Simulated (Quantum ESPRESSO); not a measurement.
SnTe: band-structure run (part 2 of 2)

Continued. System: SnTe (2 atoms in the cell). Method: Kohn-Sham DFT of a periodic cell, r2SCAN, SG15 PBE 1.2, no spin polarisation (Quantum ESPRESSO 7.5); cutoff 952.4 eV, 5×5×5 k-mesh, fermi-dirac of 0.05 eV. The structure derives from an entry of the Crystallography Open Database.

Geometry of the input (Å; fractional positions):
```
0.0000  3.1509  3.1509
3.1509  0.0000  3.1509
3.1509  3.1509  0.0000
Te 0.5000  0.5000  0.5000
Sn 0.0000  0.0000  0.0000
```

## Output, continued
```
   -25.8308 -25.8308 -25.8214 -25.8210 -25.8210 -11.0133 -11.0133 -10.9972
   -10.9914 -10.9914  -1.5727   2.3430   8.7963   8.7963  10.4088  11.4554
    11.4844  11.4844  18.1024  19.3243  19.3243  21.4062

          k = 0.4243-0.1414 0.1414 (  4146 PWs)   bands (ev):

   -25.8312 -25.8307 -25.8218 -25.8208 -25.8207 -11.0198 -11.0062 -10.9991
   -10.9916 -10.9901  -1.5996   3.0534   7.5109   7.6557   8.3927  13.2358
    13.6930  13.9966  15.3233  20.0736  20.4303  21.1133

          k = 0.5657-0.0000 0.0000 (  4144 PWs)   bands (ev):

   -25.8316 -25.8304 -25.8223 -25.8203 -25.8203 -11.0294 -11.0025 -11.0006
   -10.9873 -10.9873  -1.2758   3.6746   5.9028   6.9866   6.9866  13.6804
    15.6425  15.6425  16.2108  20.3261  21.1487  22.4742

          k = 0.0000-0.5657 0.5657 (  4176 PWs)   bands (ev):

   -25.8315 -25.8304 -25.8219 -25.8204 -25.8203 -11.0278 -11.0039 -11.0001
   -10.9882 -10.9871  -1.0289   3.1468   5.2975   7.2022   7.6286  14.2714
    14.4831  15.1916  16.8666  20.0631  20.7287  22.7078

          k = 0.1414-0.4243 0.4243 (  4177 PWs)   bands (ev):

   -25.8310 -25.8307 -25.8213 -25.8209 -25.8207 -11.0178 -11.0114 -10.9954
   -10.9921 -10.9901  -1.2368   2.3390   6.7327   8.2287   9.1352  12.2510
    12.4873  14.6333  17.7301  18.4947  19.3109  22.1660

          k =-0.1414 0.1414 0.1414 (  4164 PWs)   bands (ev):

   -25.8310 -25.8310 -25.8217 -25.8215 -25.8215 -11.0083 -11.0083 -10.9980
   -10.9960 -10.9960  -2.3426   4.2175   8.5467   8.5467   9.4391  12.9503
    12.9503  13.0034  16.2875  17.0815  17.0815  20.6502

          k =-0.0000 0.2828 0.0000 (  4164 PWs)   bands (ev):

   -25.8311 -25.8309 -25.8220 -25.8212 -25.8212 -11.0141 -11.0036 -11.0001
   -10.9944 -10.9944  -2.2333   4.3210   7.8098   7.8098   9.5877  11.9962
    14.6133  14.6133  14.7734  18.2794  18.2794  18.9788

          k = 0.1414 0.4243-0.1414 (  4146 PWs)   bands (ev):

   -25.8312 -25.8307 -25.8218 -25.8208 -25.8207 -11.0198 -11.0062 -10.9991
   -10.9916 -10.9901  -1.5996   3.0534   7.5109   7.6557   8.3927  13.2358
    13.6930  13.9966  15.3233  20.0736  20.4302  21.1130

          k =-0.4243-0.1414 0.4243 (  4177 PWs)   bands (ev):

   -25.8310 -25.8307 -25.8213 -25.8209 -25.8207 -11.0178 -11.0114 -10.9954
   -10.9921 -10.9901  -1.2368   2.3390   6.7327   8.2287   9.1352  12.2510
    12.4873  14.6333  17.7301  18.4947  19.3109  22.1660

          k =-0.2828 0.0000 0.2828 (  4181 PWs)   bands (ev):

   -25.8309 -25.8309 -25.8215 -25.8212 -25.8211 -11.0123 -11.0108 -10.9968
   -10.9941 -10.9926  -1.8465   3.2334   7.0813   9.0180  10.3349  11.4942
    11.5572  14.7765  16.6505  17.3700  19.6804  20.1824

          k = 0.0000-0.0000 0.2828 (  4164 PWs)   bands (ev):

   -25.8311 -25.8309 -25.8220 -25.8212 -25.8212 -11.0141 -11.0036 -11.0001
   -10.9944 -10.9944  -2.2333   4.3210   7.8098   7.8098   9.5877  11.9962
    14.6133  14.6133  14.7734  18.2794  18.2794  18.9788

          k = 0.1414 0.1414 0.1414 (  4164 PWs)   bands (ev):

   -25.8310 -25.8310 -25.8217 -25.8215 -25.8215 -11.0083 -11.0083 -10.9980
   -10.9960 -10.9960  -2.3426   4.2175   8.5467   8.5467   9.4391  12.9503
    12.9503  13.0034  16.2875  17.0815  17.0815  20.6502

          k = 0.2828 0.2828 0.0000 (  4181 PWs)   bands (ev):

   -25.8309 -25.8309 -25.8215 -25.8212 -25.8211 -11.0123 -11.0108 -10.9968
   -10.9941 -10.9926  -1.8465   3.2334   7.0813   9.0180  10.3349  11.4942
    11.5572  14.7765  16.6505  17.3700  19.6804  20.1824

          k =-0.2828-0.2828 0.5657 (  4177 PWs)   bands (ev):

   -25.8310 -25.8307 -25.8213 -25.8209 -25.8207 -11.0178 -11.0114 -10.9954
   -10.9921 -10.9901  -1.2368   2.3390   6.7327   8.2287   9.1352  12.2510
    12.4873  14.6333  17.7301  18.4947  19.3109  22.1660

          k =-0.1414-0.1414 0.4243 (  4146 PWs)   bands (ev):

   -25.8312 -25.8307 -25.8218 -25.8208 -25.8207 -11.0198 -11.0062 -10.9991
   -10.9916 -10.9901  -1.5996   3.0534   7.5109   7.6557   8.3927  13.2358
    13.6930  13.9966  15.3233  20.0736  20.4302  21.1130

          k = 0.1414-0.1414 0.4243 (  4146 PWs)   bands (ev):

   -25.8312 -25.8307 -25.8218 -25.8208 -25.8207 -11.0198 -11.0062 -10.9991
   -10.9916 -10.9901  -1.5996   3.0534   7.5109   7.6557   8.3927  13.2358
    13.6930  13.9966  15.3233  20.0736  20.4303  21.1131

          k = 0.2828-0.0000 0.2828 (  4181 PWs)   bands (ev):

   -25.8309 -25.8309 -25.8215 -25.8212 -25.8211 -11.0123 -11.0108 -10.9968
   -10.9941 -10.9926  -1.8465   3.2334   7.0813   9.0180  10.3349  11.4942
    11.5572  14.7765  16.6505  17.3700  19.6804  20.1824

          k = 0.4243 0.1414 0.1414 (  4146 PWs)   bands (ev):

   -25.8312 -25.8307 -25.8218 -25.8208 -25.8207 -11.0198 -11.0062 -10.9991
   -10.9916 -10.9901  -1.5996   3.0534   7.5109   7.6557   8.3927  13.2358
    13.6930  13.9966  15.3233  20.0736  20.4302  21.1130

          k =-0.1414-0.4243 0.7071 (  4193 PWs)   bands (ev):

   -25.8313 -25.8305 -25.8215 -25.8209 -25.8203 -11.0231 -11.0073 -10.9972
   -10.9921 -10.9874  -1.1193   2.8488   6.2064   6.2982   9.4214  12.0543
    15.2565  15.3920  16.5335  18.3199  21.3902  21.4032

          k = 0.0000-0.2828 0.5657 (  4193 PWs)   bands (ev):

   -25.8313 -25.8305 -25.8215 -25.8209 -25.8203 -11.0231 -11.0073 -10.9972
   -10.9920 -10.9874  -1.1193   2.8488   6.2064   6.2982   9.4214  12.0543
    15.2565  15.3920  16.5335  18.3199  21.3902  21.4032

          k =-0.4243 0.4243-0.1414 (  4177 PWs)   bands (ev):

   -25.8310 -25.8307 -25.8213 -25.8209 -25.8207 -11.0178 -11.0114 -10.9954
   -10.9921 -10.9901  -1.2368   2.3390   6.7327   8.2287   9.1352  12.2510
    12.4873  14.6333  17.7301  18.4947  19.3109  22.1660

          k =-0.2828 0.5657-0.2828 (  4177 PWs)   bands (ev):

   -25.8310 -25.8307 -25.8213 -25.8209 -25.8207 -11.0178 -11.0114 -10.9954
   -10.9921 -10.9901  -1.2368   2.3390   6.7327   8.2287   9.1352  12.2510
    12.4873  14.6333  17.7301  18.4947  19.3109  22.1660

          k =-0.1414 0.7071-0.4243 (  4193 PWs)   bands (ev):

   -25.8313 -25.8305 -25.8215 -25.8209 -25.8203 -11.0231 -11.0073 -10.9972
   -10.9920 -10.9874  -1.1193   2.8488   6.2064   6.2982   9.4214  12.0543
    15.2565  15.3920  16.5335  18.3199  21.3902  21.4032

          k =-0.7071 0.1414 0.1414 (  4176 PWs)   bands (ev):

   -25.8315 -25.8304 -25.8219 -25.8204 -25.8203 -11.0278 -11.0039 -11.0001
   -10.9882 -10.9871  -1.0289   3.1468   5.2975   7.2022   7.6286  14.2714
    14.4831  15.1916  16.8666  20.0631  20.7287  22.7078

          k =-0.5657 0.2828-0.0000 (  4193 PWs)   bands (ev):

   -25.8313 -25.8305 -25.8215 -25.8209 -25.8203 -11.0231 -11.0073 -10.9972
   -10.9921 -10.9874  -1.1193   2.8488   6.2064   6.2982   9.4214  12.0543
    15.2565  15.3920  16.5335  18.3199  21.3902  21.4032

          k =-0.2828 0.2828 0.0000 (  4181 PWs)   bands (ev):

   -25.8309 -25.8309 -25.8215 -25.8212 -25.8211 -11.0123 -11.0108 -10.9968
   -10.9941 -10.9926  -1.8465   3.2334   7.0813   9.0180  10.3349  11.4942
    11.5572  14.7765  16.6505  17.3700  19.6804  20.1824

          k =-0.1414 0.4243-0.1414 (  4146 PWs)   bands (ev):

   -25.8312 -25.8307 -25.8218 -25.8208 -25.8207 -11.0198 -11.0062 -10.9991
   -10.9916 -10.9901  -1.5996   3.0534   7.5109   7.6557   8.3927  13.2358
    13.6930  13.9966  15.3233  20.0736  20.4303  21.1131

          k = 0.0000 0.5657-0.2828 (  4193 PWs)   bands (ev):

   -25.8313 -25.8305 -25.8215 -25.8209 -25.8203 -11.0231 -11.0073 -10.9972
   -10.9920 -10.9874  -1.1193   2.8488   6.2064   6.2982   9.4214  12.0543
    15.2565  15.3920  16.5335  18.3199  21.3902  21.4032

          k =-0.5657-0.0000 0.2828 (  4193 PWs)   bands (ev):

   -25.8313 -25.8305 -25.8215 -25.8209 -25.8203 -11.0231 -11.0073 -10.9972
   -10.9920 -10.9874  -1.1193   2.8488   6.2064   6.2982   9.4214  12.0543
    15.2565  15.3920  16.5335  18.3199  21.3902  21.4032

          k =-0.4243 0.1414 0.1414 (  4146 PWs)   bands (ev):

   -25.8312 -25.8307 -25.8218 -25.8208 -25.8207 -11.0198 -11.0062 -10.9991
   -10.9916 -10.9901  -1.5996   3.0534   7.5109   7.6557   8.3927  13.2358
    13.6930  13.9966  15.3233  20.0736  20.4302  21.1130

          k =-0.2828 0.2828 0.2828 (  4179 PWs)   bands (ev):

   -25.8308 -25.8308 -25.8214 -25.8210 -25.8210 -11.0133 -11.0133 -10.9972
   -10.9914 -10.9914  -1.5727   2.3430   8.7963   8.7963  10.4088  11.4554
    11.4844  11.4844  18.1024  19.3243  19.3243  21.4062

          k =-0.1414 0.4243 0.1414 (  4146 PWs)   bands (ev):

   -25.8312 -25.8307 -25.8218 -25.8208 -25.8207 -11.0198 -11.0062 -10.9991
   -10.9916 -10.9901  -1.5996   3.0534   7.5109   7.6557   8.3927  13.2358
    13.6930  13.9966  15.3233  20.0736  20.4302  21.1130

          k =-0.0000 0.5657 0.0000 (  4144 PWs)   bands (ev):

   -25.8316 -25.8304 -25.8223 -25.8203 -25.8203 -11.0294 -11.0025 -11.0006
   -10.9873 -10.9873  -1.2758   3.6746   5.9028   6.9866   6.9866  13.6804
    15.6425  15.6425  16.2108  20.3261  21.1487  22.4741

          k =-0.5657 0.0000 0.5657 (  4176 PWs)   bands (ev):

   -25.8315 -25.8304 -25.8219 -25.8204 -25.8203 -11.0278 -11.0039 -11.0001
   -10.9882 -10.9871  -1.0289   3.1468   5.2975   7.2022   7.6286  14.2714
    14.4831  15.1916  16.8666  20.0631  20.7287  22.7078

          k =-0.4243 0.1414 0.4243 (  4177 PWs)   bands (ev):

   -25.8310 -25.8307 -25.8213 -25.8209 -25.8207 -11.0178 -11.0114 -10.9954
   -10.9921 -10.9901  -1.2368   2.3390   6.7327   8.2287   9.1352  12.2510
    12.4873  14.6333  17.7301  18.4947  19.3109  22.1660

          k =-0.1414 0.1414 0.4243 (  4146 PWs)   bands (ev):

   -25.8312 -25.8307 -25.8218 -25.8208 -25.8207 -11.0198 -11.0062 -10.9991
   -10.9916 -10.9901  -1.5996   3.0534   7.5109   7.6557   8.3927  13.2358
    13.6930  13.9966  15.3233  20.0736  20.4302  21.1130

          k = 0.0000 0.2828 0.2828 (  4181 PWs)   bands (ev):

   -25.8309 -25.8309 -25.8215 -25.8212 -25.8211 -11.0123 -11.0108 -10.9968
   -10.9941 -10.9926  -1.8465   3.2334   7.0813   9.0180  10.3349  11.4942
    11.5572  14.7765  16.6505  17.3700  19.6804  20.1824

          k = 0.1414 0.4243 0.1414 (  4146 PWs)   bands (ev):

   -25.8312 -25.8307 -25.8218 -25.8208 -25.8207 -11.0198 -11.0062 -10.9991
   -10.9916 -10.9901  -1.5996   3.0534   7.5109   7.6557   8.3927  13.2358
    13.6930  13.9966  15.3233  20.0736  20.4302  21.1130

          k =-0.4243-0.1414 0.7071 (  4193 PWs)   bands (ev):

   -25.8313 -25.8305 -25.8215 -25.8209 -25.8203 -11.0231 -11.0073 -10.9972
   -10.9921 -10.9874  -1.1193   2.8488   6.2064   6.2982   9.4214  12.0543
    15.2565  15.3920  16.5335  18.3199  21.3902  21.4032

          k =-0.2828 0.0000 0.5657 (  4193 PWs)   bands (ev):

   -25.8313 -25.8305 -25.8215 -25.8209 -25.8203 -11.0231 -11.0073 -10.9972
   -10.9920 -10.9874  -1.1193   2.8488   6.2064   6.2982   9.4214  12.0543
    15.2565  15.3920  16.5335  18.3199  21.3902  21.4032

          k = 0.0000-0.0000 0.5657 (  4144 PWs)   bands (ev):

   -25.8316 -25.8304 -25.8223 -25.8203 -25.8203 -11.0294 -11.0025 -11.0006
   -10.9873 -10.9873  -1.2758   3.6746   5.9028   6.9866   6.9866  13.6804
    15.6425  15.6425  16.2108  20.3261  21.1487  22.4741

          k = 0.1414 0.1414 0.4243 (  4146 PWs)   bands (ev):

   -25.8312 -25.8307 -25.8218 -25.8208 -25.8207 -11.0198 -11.0062 -10.9991
   -10.9916 -10.9901  -1.5996   3.0534   7.5109   7.6557   8.3927  13.2358
    13.6930  13.9966  15.3233  20.0736  20.4302  21.1130

          k = 0.2828 0.2828 0.2828 (  4179 PWs)   bands (ev):

   -25.8308 -25.8308 -25.8214 -25.8210 -25.8210 -11.0133 -11.0133 -10.9972
   -10.9914 -10.9914  -1.5727   2.3429   8.7963   8.7963  10.4088  11.4554
    11.4844  11.4844  18.1024  19.3243  19.3243  21.4062

          k =-0.2828-0.2828 0.8485 (  4177 PWs)   bands (ev):

   -25.8310 -25.8307 -25.8213 -25.8209 -25.8207 -11.0178 -11.0114 -10.9954
   -10.9921 -10.9901  -1.2368   2.3390   6.7327   8.2287   9.1352  12.2510
    12.4873  14.6333  17.7301  18.4947  19.3109  22.1660

          k =-0.1414-0.1414 0.7071 (  4176 PWs)   bands (ev):

   -25.8315 -25.8304 -25.8219 -25.8204 -25.8203 -11.0278 -11.0039 -11.0001
   -10.9882 -10.9871  -1.0289   3.1468   5.2975   7.2022   7.6286  14.2714
    14.4831  15.1916  16.8666  20.0631  20.7287  22.7078

          k =-0.5657 0.5657-0.0000 (  4176 PWs)   bands (ev):

   -25.8315 -25.8304 -25.8219 -25.8204 -25.8203 -11.0278 -11.0039 -11.0001
   -10.9882 -10.9871  -1.0289   3.1468   5.2975   7.2022   7.6286  14.2714
    14.4831  15.1916  16.8666  20.0631  20.7287  22.7078

          k =-0.4243 0.7071-0.1414 (  4193 PWs)   bands (ev):

   -25.8313 -25.8305 -25.8215 -25.8209 -25.8203 -11.0231 -11.0073 -10.9972
   -10.9920 -10.9874  -1.1193   2.8488   6.2064   6.2982   9.4214  12.0543
    15.2565  15.3920  16.5335  18.3199  21.3902  21.4032

          k =-0.2828 0.8485-0.2828 (  4177 PWs)   bands (ev):

   -25.8310 -25.8307 -25.8213 -25.8209 -25.8207 -11.0178 -11.0114 -10.9954
   -10.9921 -10.9901  -1.2368   2.3390   6.7327   8.2287   9.1352  12.2510
    12.4873  14.6333  17.7301  18.4947  19.3109  22.1660

          k =-0.8485 0.2828 0.2828 (  4177 PWs)   bands (ev):

   -25.8310 -25.8307 -25.8213 -25.8209 -25.8207 -11.0178 -11.0114 -10.9954
   -10.9921 -10.9901  -1.2368   2.3390   6.7327   8.2287   9.1352  12.2510
    12.4873  14.6333  17.7301  18.4947  19.3109  22.1660

          k =-0.7071 0.4243 0.1414 (  4193 PWs)   bands (ev):

   -25.8313 -25.8305 -25.8215 -25.8209 -25.8203 -11.0231 -11.0073 -10.9972
   -10.9920 -10.9874  -1.1193   2.8488   6.2064   6.2982   9.4214  12.0543
    15.2565  15.3920  16.5335  18.3199  21.3902  21.4032

          k =-0.4243 0.4243 0.1414 (  4177 PWs)   bands (ev):

   -25.8310 -25.8307 -25.8213 -25.8209 -25.8207 -11.0178 -11.0114 -10.9954
   -10.9921 -10.9901  -1.2368   2.3390   6.7327   8.2287   9.1352  12.2510
    12.4873  14.6333  17.7301  18.4947  19.3109  22.1660

          k =-0.2828 0.5657 0.0000 (  4193 PWs)   bands (ev):

   -25.8313 -25.8305 -25.8215 -25.8209 -25.8203 -11.0231 -11.0073 -10.9972
   -10.9921 -10.9874  -1.1193   2.8488   6.2064   6.2982   9.4214  12.0543
    15.2565  15.3920  16.5335  18.3199  21.3902  21.4032

          k =-0.1414 0.7071-0.1414 (  4176 PWs)   bands (ev):

   -25.8315 -25.8304 -25.8219 -25.8204 -25.8203 -11.0278 -11.0039 -11.0001
   -10.9882 -10.9871  -1.0289   3.1468   5.2975   7.2022   7.6286  14.2714
    14.4831  15.1916  16.8666  20.0631  20.7287  22.7078

          k =-0.7071 0.1414 0.4243 (  4193 PWs)   bands (ev):

   -25.8313 -25.8305 -25.8215 -25.8209 -25.8203 -11.0231 -11.0073 -10.9972
   -10.9920 -10.9874  -1.1193   2.8488   6.2064   6.2982   9.4214  12.0543
    15.2565  15.3920  16.5335  18.3199  21.3902  21.4032

          k =-0.5657 0.2828 0.2828 (  4177 PWs)   bands (ev):

   -25.8310 -25.8307 -25.8213 -25.8209 -25.8207 -11.0178 -11.0114 -10.9954
   -10.9921 -10.9901  -1.2368   2.3390   6.7327   8.2287   9.1352  12.2510
    12.4873  14.6333  17.7301  18.4947  19.3109  22.1660

     the Fermi energy is    10.9119 ev

!    total energy              =    -293.90240395 Ry
     estimated scf accuracy    <          2.4E-10 Ry
     smearing contrib. (-TS)   =      -0.00000064 Ry
     internal energy E=F+TS    =    -293.90240331 Ry

     The total energy is F=E-TS. E is the sum of the following terms:
     one-electron contribution =    -114.77578780 Ry
     hartree contribution      =      67.59820112 Ry
     xc contribution           =     -31.70522899 Ry
     ewald contribution        =    -215.01958765 Ry

     convergence has been achieved in  10 iterations

     Forces acting on atoms (cartesian axes, Ry/au):

     atom    1 type  1   force =    -0.00000532   -0.00000128    0.00000397
     atom    2 type  2   force =     0.00000532    0.00000128   -0.00000397

     Total force =     0.000010     Total SCF correction =     0.000010
     SCF correction compared to forces is large: reduce conv_thr to get better values

     Computing stress (Cartesian axis) and pressure

          total   stress  (Ry/bohr**3)                   (kbar)     P=        4.74
   0.00003221  -0.00000000  -0.00000000            4.74       -0.00       -0.00
  -0.00000000   0.00003221  -0.00000000           -0.00        4.74       -0.00
  -0.00000000  -0.00000000   0.00003221           -0.00       -0.00        4.74

=------------------------------------------------------------------------------=
   JOB DONE.
=------------------------------------------------------------------------------=
```

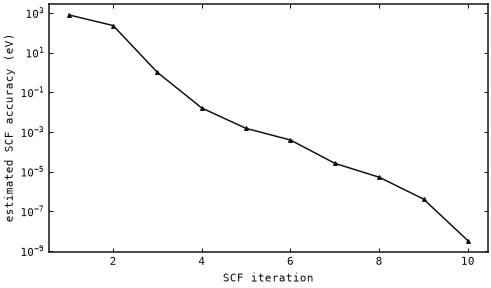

**Figure 1.** Convergence of the self-consistent field: estimated SCF accuracy against the iteration. The field takes 10 iterations in all.

## Summary

```tsv
quantity	value
outcome	converged
space group (tolerance 0.01 Å)	Fm-3m (225)
electrons treated	30
free energy	−3998.7459 eV
Fermi energy	10.912 eV
gap on the k-point mesh	1.05 eV
gap on the band path	0.22 eV
pressure	0.47 GPa
largest force (length of the vector)	under 0.001 eV/Å
hardware	2 threads of Arm Neoverse V2, 24 GiB of memory available, shared host
wall time	4 min (CPU time 8.1 min)
peak memory	0.28 GiB
```

Further notes kept with the run: potentials made for another functional. Notes on the run: SCF correction compared to forces is large. Points of doubt noted for this run: potentials made for another functional.
